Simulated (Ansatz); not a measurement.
## Electronic structure of HC₈ (distorted or defective cell) in real space

```xyz
9
Lattice="-2.4650 1.4231 -3.3582 2.4650 1.4231 -3.3582 0.0000 -2.8463 -3.3582" Properties=species:S:1:pos:R:3 pbc="T T T"
C     1.2325    0.7116   -5.0379
C    -1.2325    0.7116   -5.0379
C     0.0000   -1.4231   -5.0379
C     0.0000    0.0000   -8.3961
C    -1.2325   -0.7116   -5.0368
C     1.2325   -0.7116   -5.0368
C     0.0000    1.4231   -5.0368
C     0.0000    0.0000   -1.6785
H    -1.2325   -0.7116   -8.3949
```

Not relaxed (largest force 1.5 eV/Å); computed pressure about 10 GPa in this cell; computed without spin polarisation; PAW files of the earlier set (soft_1).

The calculation used DFT PBE+D3(BJ), scalar-relativistic, plane waves, PAW (Ansatz).

The density is the valence pseudo-density of a PAW calculation; it isn't the true density close to the nuclei.

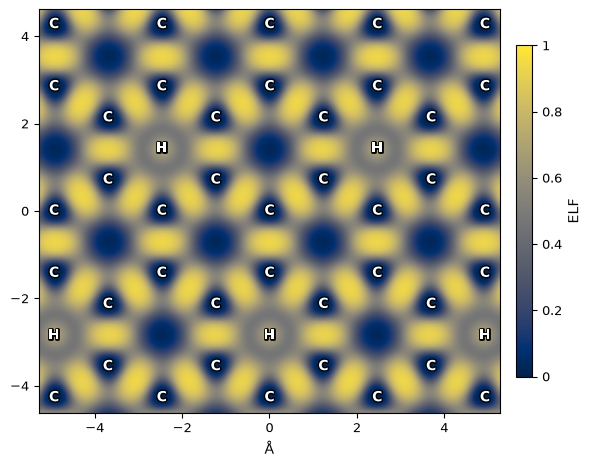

Figure 1. ELF on the (111) plane of the calculation cell.

> What does the map show?

Atoms in the plane: C and H.
C–H (1.42 Å): the ELF reaches about 0.55 near the midpoint.
C–C (1.42 Å): the ELF peaks at about 0.90 between the atoms.

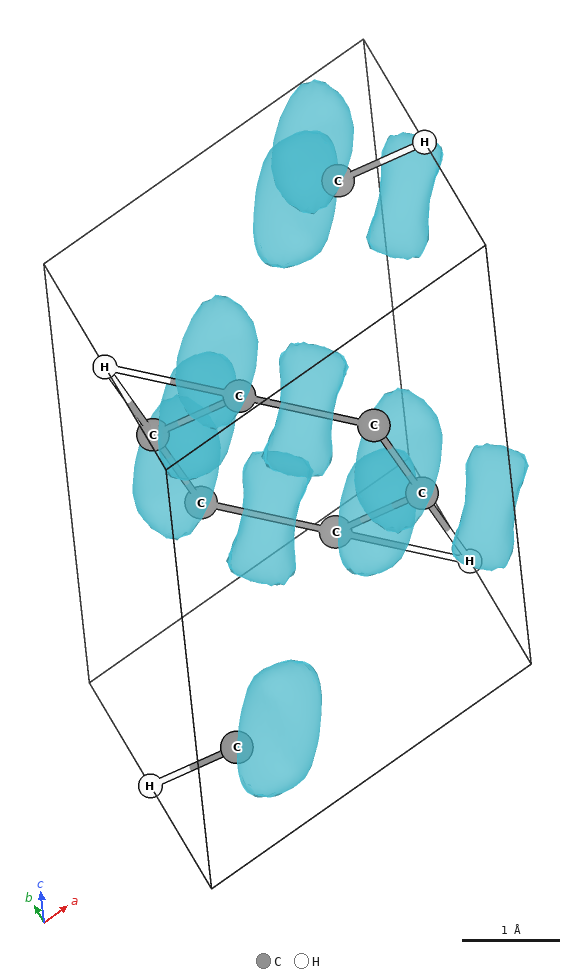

Figure 2. Isosurface of the ELF at 0.75 (cyan), seen at an oblique angle. Core shells and regions of very low density are left out. Sticks mark near contacts.

> Describe the localisation domains.

At this value the surface marks out twelve regions between bonded C–C atoms, counted in one cell of 9 atoms. Any copies at cell faces, edges or corners count once.

> Does the calculation make it a metal, or give it a gap?

It is metallic or semimetallic at this level of theory: no gap opens.
